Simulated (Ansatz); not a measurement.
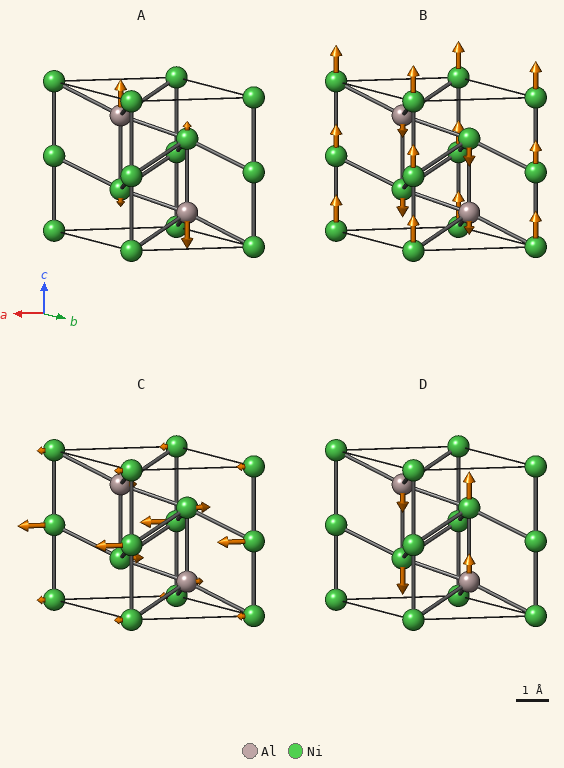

Four optical modes of solid AlNi2 at the zone centre, in no order (one member of each degenerate set). Displacements are drawn as orange arrows; their common scale and sign are arbitrary. A ball-and-stick model of the cell of the calculation, seen from a free direction.

Theory: Ansatz, DFT PBEsol, scalar-relativistic, plane waves, PAW. Settings: plane-wave cutoff 420 eV; k-point mesh 12 × 12 × 10; occupations gaussian; smearing width 0.15 eV; no spin polarisation.

Question: Rank the modes by frequency, softest first.

Answer: D (128 cm⁻¹), B (165 cm⁻¹), C (237 cm⁻¹), A (333 cm⁻¹). D, A₁g: The Ni (1b) and Ni (1a) atoms stay at rest; all motion is along c; atoms of one kind move against one another, with no net shift of any sublattice; the kinetic energy is shared as Ni 81 %, Al 19 %. B, A₂u: The Ni (1a) and Ni (1b) sublattices move against the Ni (2d) and Al sublattices, along c; the kinetic energy is shared as Ni 92 %, Al 8 %. C, E_u: The Ni (1b) and Ni (1a) sublattices move against the Ni (2d) and Al sublattices, along a; the kinetic energy is shared as Ni 96 %, Al 4 %. A, A₁g: The Ni (1b) and Ni (1a) atoms stay at rest; all motion is along c; atoms of one kind move against one another, with no net shift of any sublattice; the kinetic energy is shared as Al 81 %, Ni 19 %. The crystal is metallic in this run.

Limits of the set-up: an element that often carries a moment was run without spin polarisation.
